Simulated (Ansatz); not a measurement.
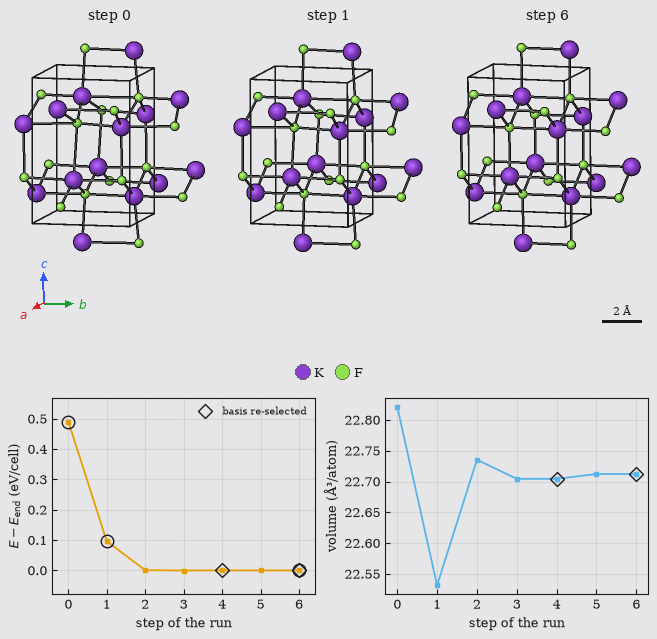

Frames of a relaxation of a crystal of KF (built on the wurtzite type), marked on the history of the run. Style: ball-and-stick. Shown: the cell of the calculation, reduced to other axes, slightly off an axis. Lengths and directions refer to the drawn axes.

Case: shaken.

The calculation used DFT, PBEsol, plane waves, PAW (Ansatz). (plane-wave cutoff 420 eV; k-point mesh 4 × 4 × 4; occupations fermi dirac; smearing width 0.05 eV; no spin polarisation; cell and atoms relaxed; force threshold 0.01 eV/Å; at most 120 steps)

### Describe the path.

Over 4 accepted moves (6 points after the start) the energy falls by 0.491 eV per cell of the calculation. Largest force component: 0.92 eV/Å at the start, 0.00013 eV/Å at the end. Pressure: 1.57 GPa at the start and 0.00 GPa at the end. At 2 points the geometry stayed and the basis and grid were re-selected for the new cell (energy shift of 0.3 meV per cell of the calculation at most each time). The atom that moves furthest relative to the cell is an F atom (0.30 Å along [1 −2 −2]). By element the largest moves are F 0.30 Å, K 0.22 Å. The volume changes by −0.5 %, with a 4.431 → 4.463 Å (+0.7 %), b 5.351 → 5.261 Å (−1.7 %), c 7.702 → 7.738 Å (+0.5 %), α 88.9° → 90.0°, β 89.8° → 90.0°, γ 88.9° → 90.0°. Among the contacts that change: F–K 3.014 → 2.578 Å, F–K 3.061 → 2.630 Å, F–K 2.299 → 2.630 Å, F–K 2.945 → 2.630 Å. Among the angles between lasting bonds that change: F–K–F 102.0° → 90.0°, K–F–K 101.5° → 90.1°, F–K–F 109.5° → 120.1°. The space group (tolerance 0.01 Å) goes from P1 (No. 1) to P6_3/mmc (No. 194). From step 0 to 1: a K atom moves most (0.19 Å), volume −1.3 %, energy −0.395 eV per cell of the calculation. From step 1 to 6: an F atom moves most (0.15 Å), volume +0.8 %, energy −96.2 meV per cell of the calculation.
